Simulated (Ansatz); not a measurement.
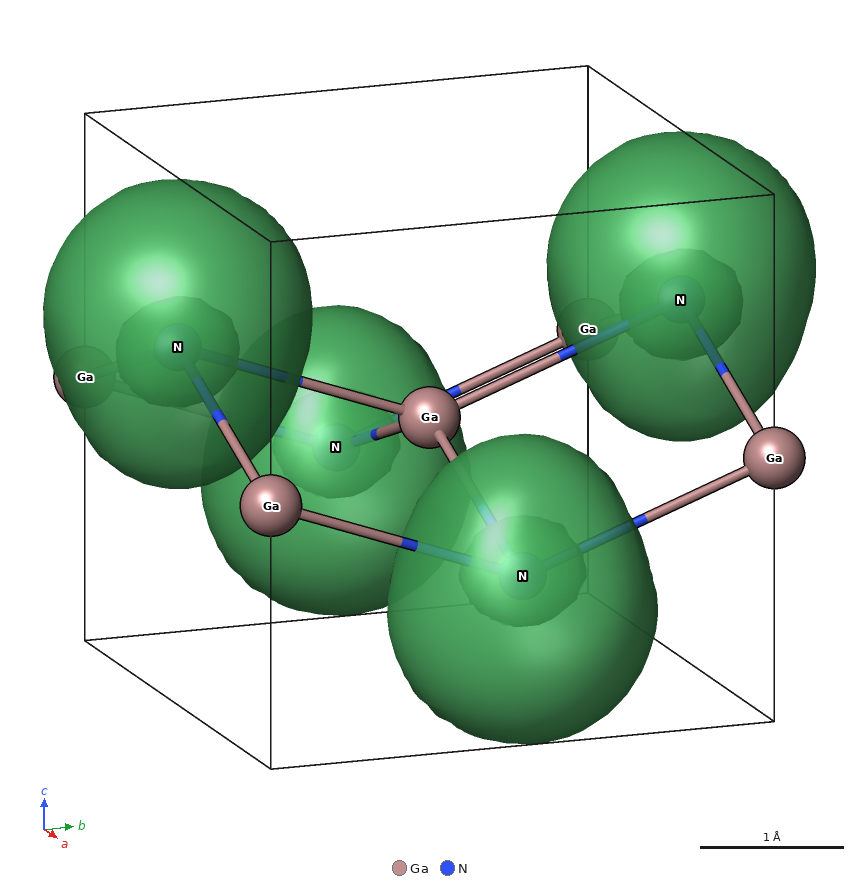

GaN. Isosurface of the electron localisation function at 0.65 (green), seen slightly off an axis. Only the valence region is drawn (cores and ρ < 0.01 e/Å³ removed). Sticks mark near contacts.

Space group P4/nmm; a structure generated by program, which may or may not match a known phase.

The calculation used DFT PBE, scalar-relativistic, plane waves, PAW (Ansatz 0.2.0).

Core electrons are frozen (PAW), and the valence fields are smoothed inside the atomic spheres.

Where are the electrons localised?

Answer. The ELF exceeds this value in two regions wrapped around N (the valence shell of each), counted in one cell of 4 atoms. Any copies at cell faces, edges or corners count once.

Values along the shortest contacts:
Ga–N (2.00 Å): the ELF peaks at about 0.80 in the valence shell of N, 0.6 Å from its nucleus, and is about 0.40 at the midpoint.
